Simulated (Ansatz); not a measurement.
System: Cu.

Input

```
crystal:
  lattice:
    - [4.334979, -0.608164, 0.49293]
    - [-0.621172, 5.110378, -0.547595]
    - [0.556741, -0.575806, 5.554332]
  atoms:
    - { symbol: Cu, position: [0.7131535993, 0.2923601975, 0.5000864293] }
    - { symbol: Cu, position: [0.513151708, 0.0923563852, 0.9000840089] }
    - { symbol: Cu, position: [0.5131499006, 0.5923557935, 0.9000856391] }
    - { symbol: Cu, position: [0.3131523964, 0.3923566599, 0.3000841935] }
    - { symbol: Cu, position: [0.113153799, 0.6923583612, 0.7000845375] }
    - { symbol: Cu, position: [0.3131513333, 0.8923575109, 0.3000859693] }
    - { symbol: Cu, position: [0.9131501184, 0.9923539761, 0.1000837381] }
    - { symbol: Cu, position: [0.7131525193, 0.7923585794, 0.5000868075] }
    - { symbol: Cu, position: [0.11315203, 0.1923577862, 0.7000861415] }
    - { symbol: Cu, position: [0.9131512016, 0.492355583, 0.1000833681] }
basis:
  ecutwfc: 420
kpoints:
  mp_grid: { grid: [6, 6, 6] }
hamiltonian:
  xc: pbe
scf:
  occupations: { method: gaussian, width: 0.1 }
  n_extra_bands: 8
output:
  forces: true
  stress: true
  eigenvalues: true
  populations: true
  dos:
    method: { smearing: { sigma: 0.1, scheme: gaussian } }
    projected: true
    de: 0.02
  write_density: true
  write_potential: true
  elf: true
  volumetric_format: npy
```

Launched as:

```sh
ansatz run input.yaml --threads 2 --pin off --max-ram 5120MiB --backend cpu --events-out ev --progress --plain --runs-dir out
```

Space group C2/m; a generated structure, not necessarily the stable one; computed without spin polarisation.

These are results of DFT PBE, scalar-relativistic, plane waves, PAW (Ansatz), not measurements.

What can the converged valence pseudo-density and electron localisation function tell about the bonding?

Answer. Cu–Cu (2.56 Å): ρ at the midpoint is about 0.25 e/Å³; the ELF is about 0.20 at the midpoint; no localised pair shows between them.

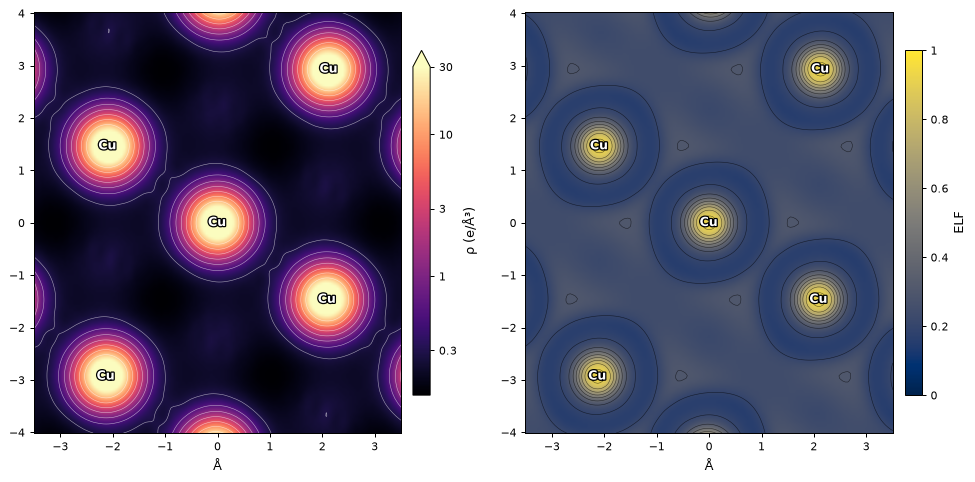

Computed valence pseudo-density and electron localisation function on the (111) plane of the calculation cell, in this order. 

Core electrons are frozen (PAW), and the valence fields are smoothed inside the atomic spheres.
